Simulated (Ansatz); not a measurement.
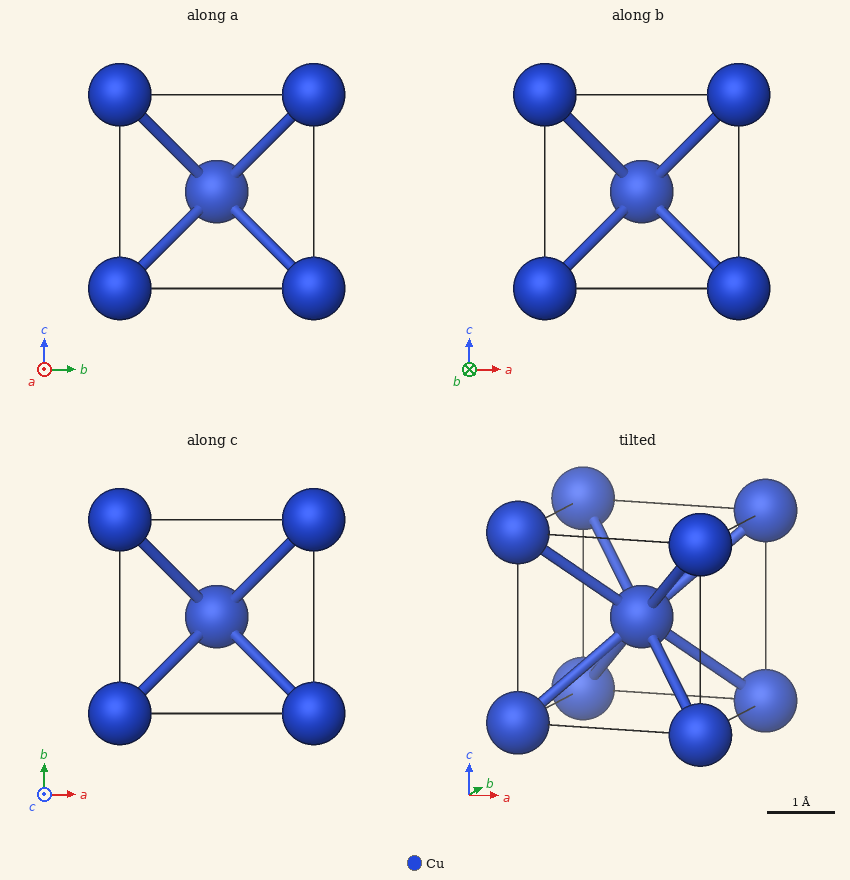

A ball-and-stick rendering, viewed along the a axis, along the b axis, along the c axis and slightly off an axis. The lines enclose the conventional unit cell; boundary atoms appear with their images.

Lattice parameters: a = 2.9101 Å, b = 2.9101 Å, c = 2.9101 Å, α = 90.000°, β = 90.000°, γ = 90.000°.

**From the views, write a CIF in P1 with every atom of the cell.**

```cif
data_structure
_symmetry_space_group_name_H-M 'P 1'
_symmetry_Int_Tables_number 1
_cell_length_a 2.9101
_cell_length_b 2.9101
_cell_length_c 2.9101
_cell_angle_alpha 90.000
_cell_angle_beta 90.000
_cell_angle_gamma 90.000
_cell_volume 24.65
loop_
_atom_site_label
_atom_site_type_symbol
_atom_site_fract_x
_atom_site_fract_y
_atom_site_fract_z
_atom_site_occupancy
Cu1 Cu 0.0000 0.0000 0.0000 1
Cu2 Cu 0.5000 0.5000 0.5000 1
```

Origin of the cell: a structure type filled with this element by a generator (whether the element takes this form wasn't checked). A relaxation with Ansatz, DFT, revPBE, plane waves (420 eV) with PAW, scalar-relativistic gave the geometry drawn.
